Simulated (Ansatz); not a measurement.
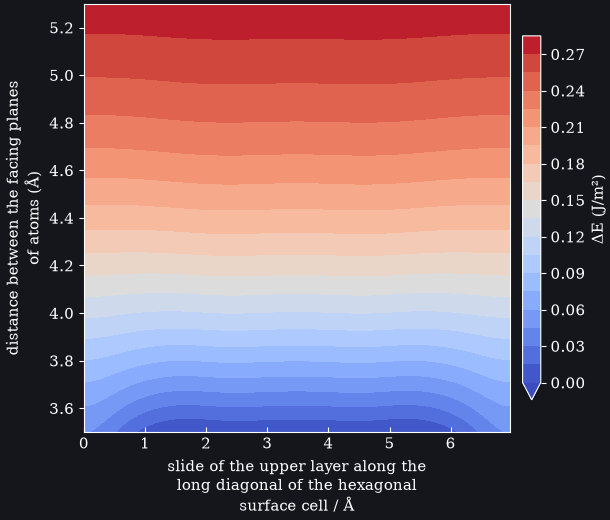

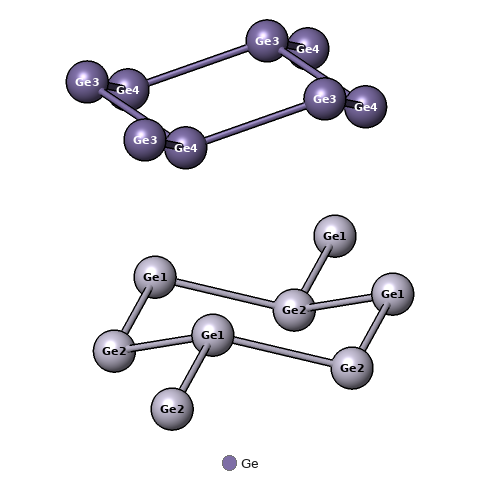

Energy landscape of a bilayer of two Ge sheets of the honeycomb type, the upper one turned by 180 degrees about the normal (4 atoms in the cell). The upper layer of a bilayer is slid along a line and lifted, both layers rigid. The first coordinate is: slide of the upper layer along the long diagonal of the hexagonal surface cell, from Ge4 above Ge1; the second: distance between the facing planes of atoms. The scan uses a 9 × 6 grid; 30 points were computed and 24 follow by symmetry. Points are written as (first, second). All energies are given in J/m² relative to the lowest grid point. Computed with DFT PBE+D3(BJ), scalar-relativistic, plane waves, PAW in Ansatz 0.2.0. Settings: cutoff 420 eV, k-mesh 9×9×1, gaussian smearing 0.1 eV, no spin polarisation.

In the figure: filled contours. Between grid points the surface is interpolated. The second picture is the structure at the lowest point

Q: What does the map say about the system?

A: The lowest grid point is at (1.55 Å, 3.50 Å). It lies at the edge of the scanned range, so the true minimum may lie outside. The energy also falls towards the edge at (3.10 Å, 3.50 Å) (0.0010 J/m² above the lowest), where a further well may lie outside the range. The highest grid point, (2.32 Å, 5.30 Å), lies 0.281 J/m² above the lowest.

The values on the grid:

```tsv
second ↓, first →	0.00	0.77	1.55	2.32	3.10	3.87	4.64	5.42	6.19
5.30	0.279	0.279	0.280	0.281	0.281	0.281	0.281	0.280	0.279
4.70	0.225	0.226	0.228	0.229	0.229	0.229	0.229	0.228	0.226
4.30	0.172	0.172	0.173	0.175	0.174	0.174	0.175	0.173	0.172
4.02	0.127	0.124	0.122	0.124	0.123	0.123	0.124	0.122	0.124
3.77	0.084	0.075	0.068	0.070	0.069	0.069	0.070	0.068	0.075
3.50	0.046	0.018	0.000	0.002	0.001	0.001	0.002	0.000	0.018
```

Each point was launched as `ansatz run input.yaml --threads 1 --pin off --max-ram 3072MiB --backend cpu --events-out ev --progress --plain --runs-dir out`. The whole map (30 points run) took 7.9 min on 1 thread of Arm Neoverse V1, on a shared host.

PAW datasets: the set soft_1.
